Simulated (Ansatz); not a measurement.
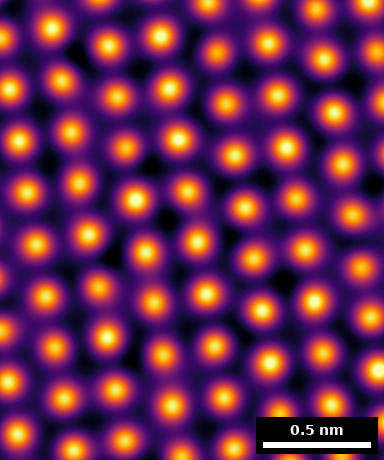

Dark-field STEM-like image of Nb (Fddd, No. 70). The image is simulated as a sum over atoms of Z^1.7, blurred by a 1.30 Å probe (no channelling). The probe carries 15 % of its weight in a tail 2.5 times as wide. The speckle of an amorphous layer was added. Structure: coordinates from a relaxation with DFT, PBE, plane waves (420 eV) with PAW, scalar-relativistic (Ansatz 0.2.0); the starting structure was generated, so it need not be a known form of this composition.

```xyz
8
Lattice="2.7618 0.0000 0.0000 0.0000 5.4160 0.0000 0.0000 0.0000 9.8843" Properties=species:S:1:pos:R:3 pbc="T T T"
Nb    0.6905    1.3540    7.4132
Nb    1.3809    0.0000    0.0000
Nb    0.6905    4.0620    2.4711
Nb    1.3809    2.7080    4.9421
Nb    2.0714    1.3540    2.4711
Nb    0.0000    0.0000    4.9421
Nb    2.0714    4.0620    7.4132
Nb    0.0000    2.7080    0.0000
```

Along which zone axis is the crystal seen: [110], [101], [210] or [201]? (Directions equivalent by symmetry count as one.)

Answer. [110]. The projected cells are 2.46 × 5.09 Å, 104° for [110]; 2.66 × 3.02 Å, 116° for [101]; 0.97 × 2.52 Å, 101° for [210]; 1.21 × 1.48 Å, 114° for [201], and the image repeats as the [110] one does.
